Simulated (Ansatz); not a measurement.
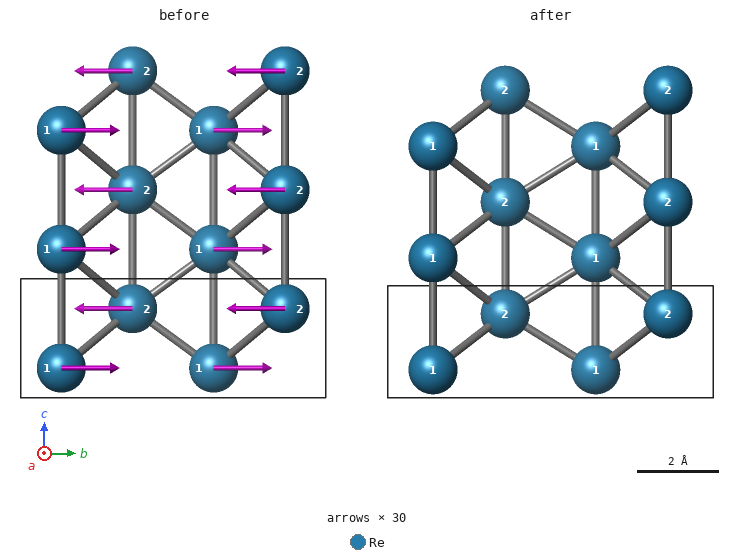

The structure of a crystal of Re (built on the Ga_63 type) (coarse preliminary run) before (left) and after (right) a relaxation, at one scale. The purple arrows give the displacements (the part carried along by the change of the cell is left out), magnified 30 times.

Style: ball-and-stick. Shown: the conventional cell (2 times the calculation's cell), repeated 1 × 1 × 3 with one cell outlined, along the a axis. Lengths and directions refer to the drawn axes.

Case: Ga type (Cmcm, No. 63).

Computed with Ansatz 0.2.0, DFT PBE, scalar-relativistic, plane waves, PAW. Set-up: plane-wave cutoff 420 eV; k-point mesh 6 × 6 × 6; occupations gaussian; smearing width 0.1 eV; no spin polarisation; cell and atoms relaxed; force threshold 0.04 eV/Å; at most 70 steps.

What changed between the two?

Answer. The largest moves relative to the cell, 0.049 Å, are those of Re1 and Re2. Re1 goes along +b. The volume changes by +4.4 %, with a 2.712 → 2.820 Å (+4.0 %), b 7.604 → 8.118 Å (+6.8 %), c 2.965 → 2.789 Å (−5.9 %). Some distances before and after: Re1–Re1 2.965 → 2.789 Å, Re1–Re2 2.508 → 2.653 Å, Re1–Re1 (another image) 2.712 → 2.820 Å, Re1–Re2 (another image) 2.684 → 2.680 Å. The space group stays Cmcm (No. 63). After 4 accepted moves (5 points after the start) the energy has fallen by 0.331 eV per cell of the calculation. The largest force component goes from 1.2 to 0.0048 eV/Å. Pressure: 15.10 GPa at the start and 0.01 GPa at the end. The SCF was repeated once at an unchanged geometry on a basis and grid sized afresh for the cell, which shifted the energy by 1.9 meV per cell of the calculation at most. The run took of the order of 13 core-seconds on a shared host.
